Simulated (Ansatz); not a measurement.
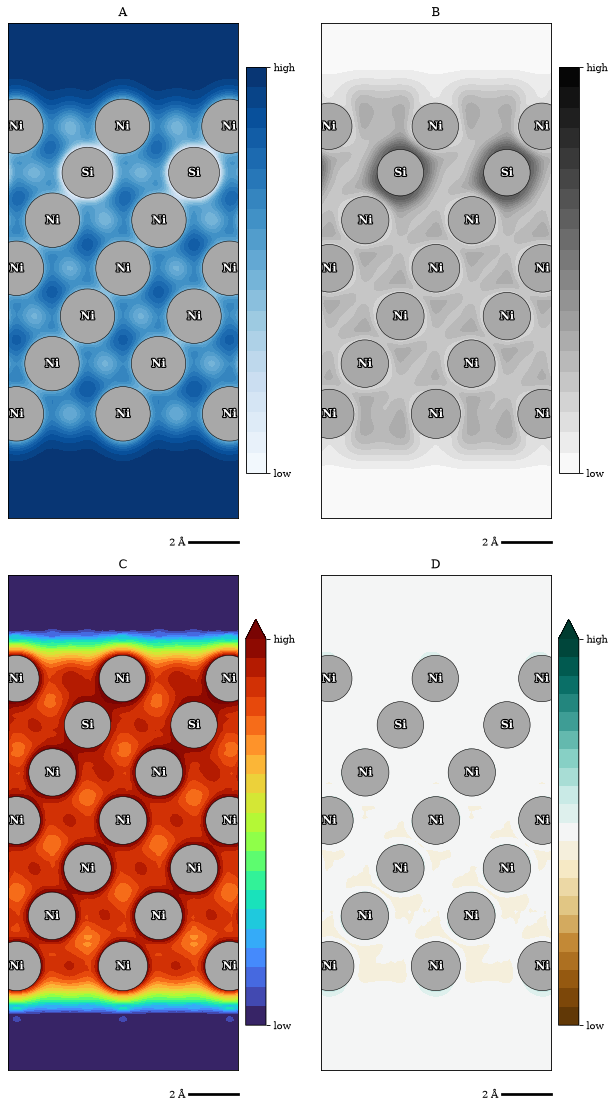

SiNi₂₀ (slab): 4 fields on the (11̄0) plane of the calculation cell, a cut from vacuum to vacuum, with unlabelled colour scales. Grey discs cover the atomic cores.

Not relaxed (largest force 0.7 eV/Å); spin-polarised.

All numbers below come from Ansatz, DFT LDA, scalar-relativistic, plane waves, PAW.

Question: Match the panels to the quantities (electron localisation function, electrostatic potential energy of an electron, spin density and valence pseudo-density).

Answer: Panel A: electrostatic potential energy of an electron (low next to the atoms, rising into the space between them). Panel B: electron localisation function. Panel C: valence pseudo-density. Panel D: spin density (confined to the magnetic sites and close to zero elsewhere). From the grid: Si–Ni (2.35 Å): the density is about 0.44 e/Å³ at the midpoint; the ELF peaks at about 0.65 in the valence shell of Si, 0.9 Å from its nucleus, and is about 0.45 at the midpoint. Ni–Ni (2.40 Å): ρ at the midpoint is about 0.38 e/Å³; the ELF is about 0.25 at the midpoint: no shared electron pair shows on this line.
